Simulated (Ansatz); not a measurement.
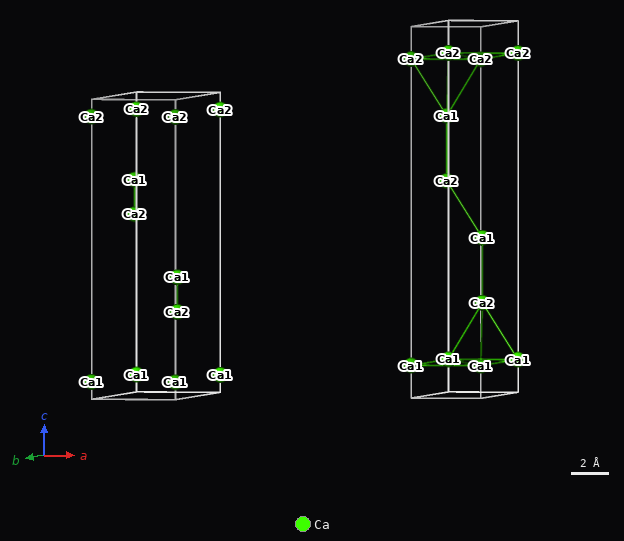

Two geometries of a crystal of Ca (built on the O_166 type) (coarse preliminary run), drawn at one scale. One is the start of a relaxation, the other its converged end. A ball-and-stick model of the conventional cell (3 times the calculation's cell), seen from a free direction. Lengths and directions refer to the drawn axes.

All numbers below come from DFT PBE, scalar-relativistic, plane waves, PAW (Ansatz). Settings: plane-wave cutoff 420 eV; k-point mesh 6 × 6 × 6; occupations gaussian; smearing width 0.1 eV; no spin polarisation; cell and atoms relaxed; force threshold 0.04 eV/Å; at most 70 steps.

**Which one is relaxed?**

The right one is the relaxed one. Case: O type (R-3m, No. 166). The energy falls by 3146 meV per atom in 8 accepted moves (10 points after the start). Largest force component: 14 eV/Å at the start, 0.022 eV/Å at the end. The pressure goes from 9.84 to −0.04 GPa. At 2 points the geometry stayed and the basis and grid were re-selected for the new cell (energy shift of 2.1 meV per atom at most each time). The largest moves relative to the cell, 0.61 Å, are those of Ca1 and Ca2. Ca1 goes along +c. The drawn cell changes as follows: a = b 4.598 → 3.812 Å (−17.1 %), c 16.514 → 20.455 Å (+23.9 %); the volume changes by −14.8 %. Some distances before and after: Ca1–Ca2 1.906 → 3.582 Å, Ca1–Ca1 4.598 → 3.812 Å, Ca1–Ca2 (another image) 4.472 → 3.914 Å. The space group stays R-3m (No. 166). The run took roughly 12 core-seconds on a shared host.
